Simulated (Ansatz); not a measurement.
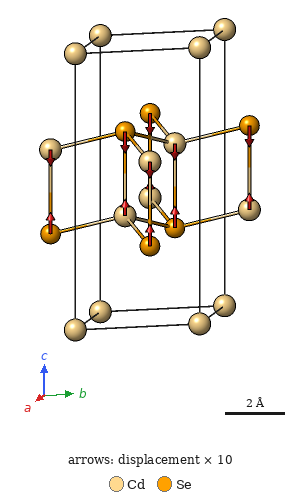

A relaxation of crystalline Cd3Se2 (built on the A-type sesquioxide_164 type). The starting structure is drawn; red arrows show the displacements (the part carried along by the change of the cell is left out), magnified 10 times.

Style: ball-and-stick. Shown: the cell of the calculation, slightly off an axis.

Case: anti-A-type sesquioxide type (P-3m1, No. 164).

Computed with Ansatz 0.2.0, DFT PBE, scalar-relativistic, plane waves, PAW. (plane-wave cutoff 420 eV; k-point mesh 12 × 12 × 4; occupations gaussian; smearing width 0.01 eV; no spin polarisation; cell and atoms relaxed; force threshold 0.01 eV/Å; at most 80 steps)

What did the optimiser do to the structure, and how much energy did it gain?

The largest moves relative to the cell, 0.077 Å, are those of Se atoms. Largest moves by element: Se 0.077 Å, Cd 0.059 Å. The drawn cell changes as follows: a = b 4.469 → 4.454 Å (−0.3 %), c 9.483 → 9.970 Å (+5.1 %); the volume changes by +4.4 %. Some distances before and after: Cd–Se 2.891 → 2.903 Å. The space group stays P-3m1 (No. 164). After 5 accepted moves (6 points after the start) the energy has fallen by 1.3 meV per atom. The largest force component goes from 0.024 to 0.0032 eV/Å. Pressure: 0.15 GPa at the start and 0.01 GPa at the end. The SCF was repeated once at an unchanged geometry on a basis and grid sized afresh for the cell, which shifted the energy by 0.2 meV per atom at most. Cost: 4.2 min on 1 thread of Arm Neoverse V2 (shared host), peak memory 0.7 GiB.
